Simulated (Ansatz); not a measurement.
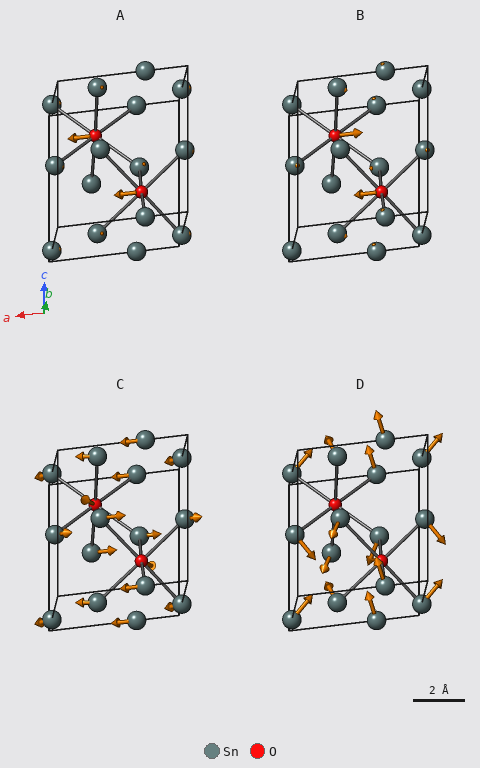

Four optical modes of solid Sn3O (a generated structure) relaxed at 3 GPa at the zone centre, in no order (one member of each degenerate set). The orange arrows give the relative displacements of the atoms. A ball-and-stick model of the cell of the calculation, seen from a free direction.

Theory: DFT PBEsol, scalar-relativistic, plane waves, PAW in Ansatz. (plane-wave cutoff 420 eV; k-point mesh 6 × 6 × 6; occupations fermi dirac; smearing width 0.15 eV; target pressure 3 GPa; no spin polarisation)

The frequencies depend somewhat on the k-mesh and the smearing.

Question: Rank the modes by frequency, softest first.

Answer: A (100i cm⁻¹), C (14i cm⁻¹), D (87 cm⁻¹), B (145 cm⁻¹). A, E₁: The O sublattice moves against the Sn sublattice, along a; it stretches the shortest O–Sn bonds (2.42 Å); the kinetic energy is shared as O 93 %, Sn 7 %. C, E₂: Atoms of one kind move against one another, with no net shift of any sublattice; the kinetic energy is shared as Sn 91 %, O 9 %. D, B₂: The O atoms stay at rest; atoms of one kind move against one another, with no net shift of their sublattice; it mainly bends the O–Sn bonds. B, E₂: Atoms of one kind move against one another, with no net shift of any sublattice; it stretches the shortest O–Sn bonds (2.42 Å); the kinetic energy is shared as O 76 %, Sn 24 %. Not drawn: 1 imaginary level (114i cm⁻¹), so the structure is unstable. The crystal is metallic in this run.
